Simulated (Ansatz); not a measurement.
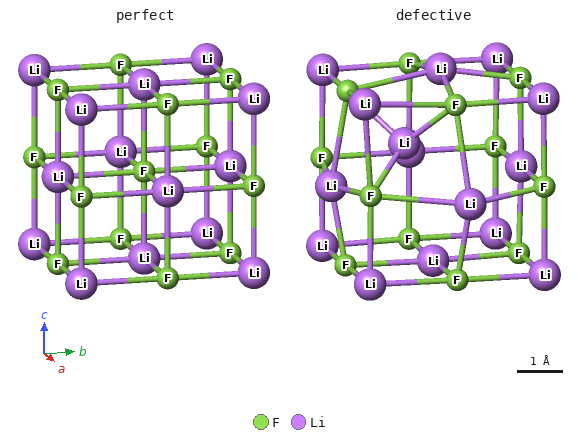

Left: perfect LiF. Right: the same region with one point defect, after relaxing the atoms in a supercell of 64 sites. A ball-and-stick model of the atoms within 3.8 Å of one point, seen slightly off an axis.

The calculation used DFT, PBEsol, PAW, plane waves (Ansatz 0.2.0). (plane-wave cutoff 420 eV; k-point mesh 1 × 1 × 1; mesh shifted by (0.25, 0.25, 0.25); collinear spin) Fermi-Dirac smearing of 0.01 eV. A uniform background neutralises the charged cell. The axes drawn are those of the host's conventional cell.

### What kind of defect was made?

A fluorine atom is replaced by lithium.

The charge state of the cell is +1.

### How does the lattice respond?

In the host the F atom has 6 Li at 2.00 Å; the Li atom ends with 3 F at 1.76 Å. Of the host's atoms, a lithium atom moves furthest from its site, by 0.45 Å. The Li atom itself moves 1.59 Å from where it was put. The cell's net moment is 1.00 μB.

Limits of the set-up: the periodic images lie only 8.0 Å apart, so the values are limited by the cell's size; the cell is charged, on a uniform background, and energies carry no finite-size correction.
